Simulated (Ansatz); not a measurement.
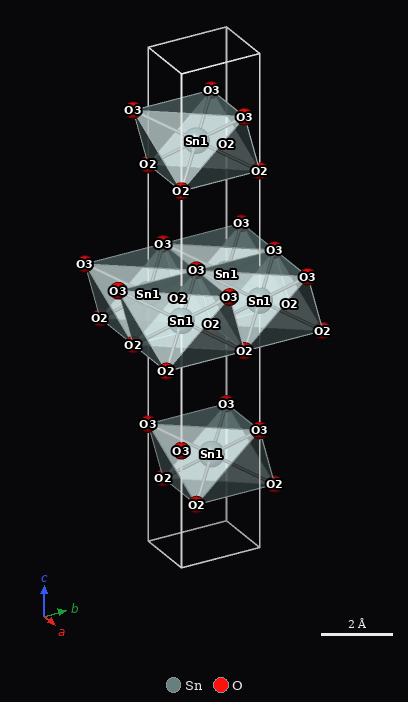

Fig. 1: The structure as given in the input (polyhedral view of the cell 3 times as large as that of the calculation, set on its symmetry axes, seen slightly off an axis; polyhedra are completed across the faces of the cell; atoms are numbered from 1 in the order of the input). An atom can appear more than once, as a periodic image.

# What a change does: geometry relaxation on SnO$_{2}$

System: SnO$_{2}$ (R-3m, 3 atoms in the cell).
Method of run A: Kohn-Sham DFT of a periodic cell, PBE, Ansatz PAW, no spin polarisation (Ansatz 0.2.0).

The structure derives from a Materials Project entry. Text and figures count atoms from 1; the logs count them from 0 in places.

The input, run A:
```yaml
crystal:
  lattice:
    - [1.6170930752, 0.9336291223, 4.800592584]
    - [-1.6170930752, 0.9336291223, 4.800592584]
    - [0.0, -1.8672582446, 4.800592584]
  atoms:
    - { symbol: Sn, position: [0.5, 0.5, 0.5] }
    - { symbol: O, position: [0.76283, 0.76283, 0.76283] }
    - { symbol: O, position: [0.23717, 0.23717, 0.23717] }
hamiltonian:
  xc: pbe
  pseudopotentials: { kind: paw }
kpoints:
  mp_grid: { grid: [10, 10, 10] }
scf:
  occupations: { method: fermi_dirac, width: 0.05 }
output:
  forces: true
  stress: true
  eigenvalues: true
relax:
  f_tol: 0.01
  max_steps: 40
  cell: { stress_tol: 0.05 }
```

Launched with:
```bash
ansatz run input.yaml --threads 2 --pin off --max-ram 5632MiB --backend cpu --events-out ev --progress --plain --runs-dir out
```

Hardware: 2 threads of Intel Xeon (Sapphire Rapids), 16 GiB of memory available, shared host.

Output, shortened to warnings, some set-up lines, iterations and results (run A):
```
Basis set: ecut = 420 eV, 863 PW (Γ), FFT grids on a1−a3, a2−a3, a3, exchange–correlation on 48×48×72 points (8 copies of the dense FFT grid, shifted against one another)
Symmetry: 12 space group operations
k-points: 116 of 1000
Initial density: superposition of atomic densities (neutral atoms: chi_scale 0, normalization atom), corrected by the library's trained network
[...]
SCF iter   1: F=—  HF=-7158.536651 eV  |F-HF|=—  |Δ(HF+E_count)|=         —  Δρ=1.68e-3  dr2=5.13e-4  ethr=1.77e-3  ⟨swp⟩=6.0  Hψ=10714  notcnv=0
SCF iter   2: F=—  HF=-7158.536543 eV  |F-HF|=—  |Δ(HF+E_count)|=   1.08e-4  Δρ=8.70e-4  dr2=1.19e-4  ethr=1.97e-6  ⟨swp⟩=2.0  Hψ=4381  notcnv=0
SCF iter   3: F=—  HF=-7158.536673 eV  |F-HF|=—  |Δ(HF+E_count)|=   1.30e-4  Δρ=3.67e-4  dr2=3.00e-5  ethr=4.56e-7  ⟨swp⟩=2.0  Hψ=3462  notcnv=0
SCF iter   4: F=—  HF=-7158.536727 eV  |F-HF|=—  |Δ(HF+E_count)|=   5.41e-5  Δρ=2.15e-4  dr2=1.39e-5  ethr=1.15e-7  ⟨swp⟩=2.0  Hψ=2900  notcnv=0
SCF iter   5: F=—  HF=-7158.536724 eV  |F-HF|=—  |Δ(HF+E_count)|=   2.83e-6  Δρ=4.19e-5  dr2=5.00e-7  ethr=5.33e-8  ⟨swp⟩=2.0  Hψ=2589  notcnv=0
[... 61 lines ...]
SCF iter   3: F=—  HF=-7158.538458 eV  |F-HF|=—  |Δ(HF+E_count)|=   1.82e-6  Δρ=7.10e-6  dr2=1.08e-8  ethr=7.18e-11  ⟨swp⟩=2.0  Hψ=2885  notcnv=0
SCF iter   4: F=—  HF=-7158.538458 eV  |F-HF|=—  |Δ(HF+E_count)|=   1.15e-7  Δρ=1.07e-6  dr2=1.49e-10  ethr=4.16e-11  ⟨swp⟩=2.0  Hψ=2801  notcnv=0
SCF iter   5: F=-7158.538458 eV  HF=-7158.538458 eV  |F-HF|=4.09e-11  |Δ(HF+E_count)|=   2.34e-9  Δρ=1.83e-7  dr2=8.03e-12  ethr=1.00e-12  ⟨swp⟩=7.4  Hψ=10247  notcnv=0
SCF 10 converged in 5 iterations: F = -7158.538458 eV  dr2 = 8.03e-12
relax step  10: F+E_penalty+E_count = -7158.53845814 eV  Δ(F+E_penalty+E_count) = -6.490e-4 eV  max|allowed force component| = 1.685e-4 eV/Å  Δτ_max = 0.0000 Å  P = +0.015 …
basis re-selected at this cell: Δ(F+E_penalty+E_count) = -6.490e-4 eV, ΔP = +0.005 GPa vs the last step (what re-selecting the basis moved, of the pressure what is left beyond the Pulay correction that the steps carried, after the strain that the cell walked since its last selection, with what the …
SCF converged after 5 iterations
Free energy (F): -7158.538458 eV
Harris-Foulkes:  -7158.538458 eV  (|F-HF|=4.09e-11)
Internal energy: -7158.538458 eV  (E = F + TS)
E sigma→0 (E₀):  -7158.538458 eV
Fermi energy:    6.975760 eV
--- Per-component energies (eV) ---
  E_band       = -138.527550
  E_kinetic    = 537.705069
  E_local      = -2049.391717  (includes V_loc(G=0)·N_el)
  E_nonlocal   = 66.362613
  E_hartree    = 1015.049920
  E_xc         = -527.024187
  E_vxc        = -281.186049  (∫ρ·V_xc dr)
  E_paw        = -4462.366952  (= ΣΔE_a)
  E_vpaw       = -442.122112  (= ΣTr[D̂ρ^β])
  E_aug_tail   = 0.004812  (compensation charges beyond the density's cutoff)
  E_ewald      = -1738.878016
  E_smearing   = -0.000000  (= −TS)
  E_closure    = 0.000000  (closes the sum)
  Σ components = -7158.538458   (vs F -7158.538458, Δ=0.00e0)
--- Forces (eV/Å), atoms counted from 1 ---
  atom   1  Sn     0.00000000     0.00000000     0.00000000
  atom   2  O      0.00000000     0.00000000     0.00016851
  atom   3  O     -0.00000000    -0.00000000    -0.00016851
  max |Σ_I F_I| component: 5.42e-20 eV/Å
--- Stress (GPa, compression-positive) ---
       -0.000161       0.000000       0.000000
        0.000000      -0.000161       0.000000
        0.000000       0.000000       0.046496
  P = ⅓ Tr σ = 0.0154 GPa (0.154 kbar)
--- Relaxed structure (7 steps of the walk, 7 accepted, 3 SCFs on fresh bases) ---
  F+E_penalty+E_count = -7158.53845814 eV   max|allowed force component| = 1.685e-4 eV/Å   (the final SCF, on the basis selected at the relaxed cell)
  cell:  # Å, volume = 44.1624 Å³
    - [1.6173293810562588, 0.9337655535211222, 4.873773426829545]
    - [-1.6173293810562588, 0.9337655535211222, 4.873773426829545]
    - [9.471533928850632e-18, -1.8675311070422445, 4.873773426829545]
  atoms:
    - { symbol: Sn, position: [0.5, 0.5, 0.5] }
    - { symbol: O, position: [0.7645219092921994, 0.7645219092921994, 0.7645219092921994] }
    - { symbol: O, position: [0.23547809070780065, 0.23547809070780065, 0.23547809070780065] }
```

For run B the input was changed thus:
```diff
+  dispersion: d4
```

Predict how the results change.

The total energies belong to different models, so their difference says nothing on which is more stable or more accurate. The gap on the mesh goes from 1.99 to 1.53 eV. The volume per atom goes from 14.72 to 12.85 Å³. The SCF takes 58 iterations over all geometry steps against 51.

Output, shortened to warnings, some set-up lines, iterations and results (run B):
```
Basis set: ecut = 420 eV, 863 PW (Γ), FFT grids on a1−a3, a2−a3, a3, exchange–correlation on 48×48×72 points (8 copies of the dense FFT grid, shifted against one another)
Symmetry: 12 space group operations
k-points: 116 of 1000
Initial density: superposition of atomic densities (neutral atoms: chi_scale 0, normalization atom), corrected by the library's trained network
[...]
SCF iter   1: F=—  HF=-7159.179321 eV  |F-HF|=—  |Δ(HF+E_count)|=         —  Δρ=1.68e-3  dr2=5.13e-4  ethr=1.77e-3  ⟨swp⟩=6.0  Hψ=10714  notcnv=0
SCF iter   2: F=—  HF=-7159.179214 eV  |F-HF|=—  |Δ(HF+E_count)|=   1.08e-4  Δρ=8.70e-4  dr2=1.19e-4  ethr=1.97e-6  ⟨swp⟩=2.0  Hψ=4381  notcnv=0
SCF iter   3: F=—  HF=-7159.179344 eV  |F-HF|=—  |Δ(HF+E_count)|=   1.30e-4  Δρ=3.67e-4  dr2=3.00e-5  ethr=4.56e-7  ⟨swp⟩=2.0  Hψ=3462  notcnv=0
SCF iter   4: F=—  HF=-7159.179398 eV  |F-HF|=—  |Δ(HF+E_count)|=   5.41e-5  Δρ=2.15e-4  dr2=1.39e-5  ethr=1.15e-7  ⟨swp⟩=2.0  Hψ=2900  notcnv=0
SCF iter   5: F=—  HF=-7159.179395 eV  |F-HF|=—  |Δ(HF+E_count)|=   2.83e-6  Δρ=4.19e-5  dr2=5.00e-7  ethr=5.33e-8  ⟨swp⟩=2.0  Hψ=2589  notcnv=0
[... 70 lines ...]
SCF iter   3: F=—  HF=-7159.231996 eV  |F-HF|=—  |Δ(HF+E_count)|=   3.94e-8  Δρ=5.33e-6  dr2=7.61e-9  ethr=3.77e-11  ⟨swp⟩=2.0  Hψ=2900  notcnv=0
SCF iter   4: F=—  HF=-7159.231996 eV  |F-HF|=—  |Δ(HF+E_count)|=  3.91e-11  Δρ=6.89e-7  dr2=6.95e-11  ethr=2.93e-11  ⟨swp⟩=2.0  Hψ=2629  notcnv=0
SCF iter   5: F=-7159.231996 eV  HF=-7159.231996 eV  |F-HF|=5.46e-12  |Δ(HF+E_count)|=  1.03e-10  Δρ=2.14e-7  dr2=4.52e-12  ethr=1.00e-12  ⟨swp⟩=6.4  Hψ=9177  notcnv=0
SCF 11 converged in 5 iterations: F = -7159.231996 eV  dr2 = 4.52e-12
relax step  11: F+E_penalty+E_count = -7159.23199577 eV  Δ(F+E_penalty+E_count) = +5.053e-4 eV  max|allowed force component| = 1.807e-4 eV/Å  Δτ_max = 0.0000 Å  P = -0.015 …
basis re-selected at this cell: Δ(F+E_penalty+E_count) = +5.053e-4 eV, ΔP = -0.008 GPa vs the last step (what re-selecting the basis moved, of the pressure what is left beyond the Pulay correction that the steps carried, after the strain that the cell walked since its last selection, with what the …
SCF converged after 5 iterations
Free energy (F): -7159.231996 eV
Harris-Foulkes:  -7159.231996 eV  (|F-HF|=5.46e-12)
Internal energy: -7159.231996 eV  (E = F + TS)
E sigma→0 (E₀):  -7159.231996 eV
Fermi energy:    9.022386 eV
--- Per-component energies (eV) ---
  E_band       = -86.154390
  E_kinetic    = 539.092653
  E_local      = -1608.539857  (includes V_loc(G=0)·N_el)
  E_nonlocal   = 66.514891
  E_hartree    = 820.529073
  E_xc         = -527.410869
  E_vxc        = -281.753528  (∫ρ·V_xc dr)
  E_paw        = -4462.674587  (= ΣΔE_a)
  E_vpaw       = -442.531555  (= ΣTr[D̂ρ^β])
  E_aug_tail   = 0.004874  (compensation charges beyond the density's cutoff)
  E_ewald      = -1986.012760
  E_disp       = -0.735414  (pairwise vdW)
  E_smearing   = -0.000000  (= −TS)
  E_closure    = 0.000000  (closes the sum)
  Σ components = -7159.231996   (vs F -7159.231996, Δ=0.00e0)
--- Forces (eV/Å), atoms counted from 1 ---
  atom   1  Sn    -0.00000000    -0.00000000    -0.00000000
  atom   2  O      0.00000000     0.00000000    -0.00018072
  atom   3  O     -0.00000000    -0.00000000     0.00018072
  max |Σ_I F_I| component: 1.68e-29 eV/Å
--- Stress (GPa, compression-positive) ---
       -0.005365       0.000000       0.000000
        0.000000      -0.005365       0.000000
        0.000000       0.000000      -0.033092
  P = ⅓ Tr σ = -0.0146 GPa (-0.146 kbar)
--- Relaxed structure (8 steps of the walk, 8 accepted, 3 SCFs on fresh bases) ---
  F+E_penalty+E_count = -7159.23199577 eV   max|allowed force component| = 1.807e-4 eV/Å   (the final SCF, on the basis selected at the relaxed cell)
  cell:  # Å, volume = 38.5640 Å³
    - [1.6192076108378197, 0.9348499499911065, 4.246060734175316]
    - [-1.6192076108378197, 0.9348499499911065, 4.246060734175316]
    - [-7.028486584681098e-17, -1.869699899982213, 4.246060734175316]
  atoms:
    - { symbol: Sn, position: [0.4999999999999999, 0.5, 0.49999999999999994] }
    - { symbol: O, position: [0.7557944880508844, 0.7557944880508844, 0.7557944880508844] }
[...]
```

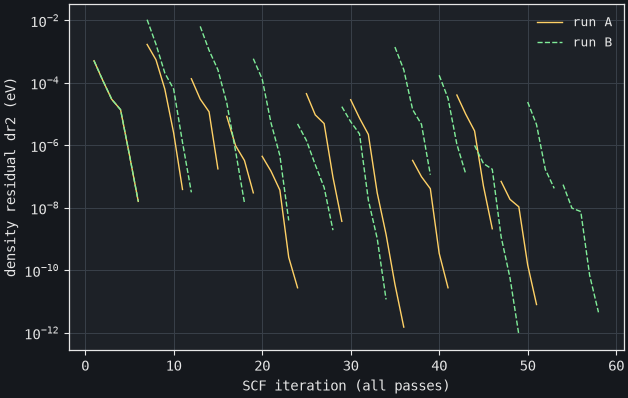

Fig. 2: Convergence of the two runs: density residual dr2 against the SCF iteration. A break in a curve parts two SCF passes. Run A takes 51 iterations in all, and run B takes 58.

The two runs side by side:

| quantity | run A | run B |
| --- | --- | --- |
| outcome | converged | converged |
| free energy per atom (eV) | −2386.1795 | −2386.4107 |
| gap on the mesh (eV) | 1.99 | 1.53 |
| pressure (GPa) | 0.02 | −0.01 |
| volume per atom (Å³) | 14.72 | 12.85 |
| largest force (eV/Å) | 0.000 | 0.000 |
| SCF iterations | 51 | 58 |
| irreducible k-points | 116 | 116 |
| wall time (shared host) | 18 s | 20 s |
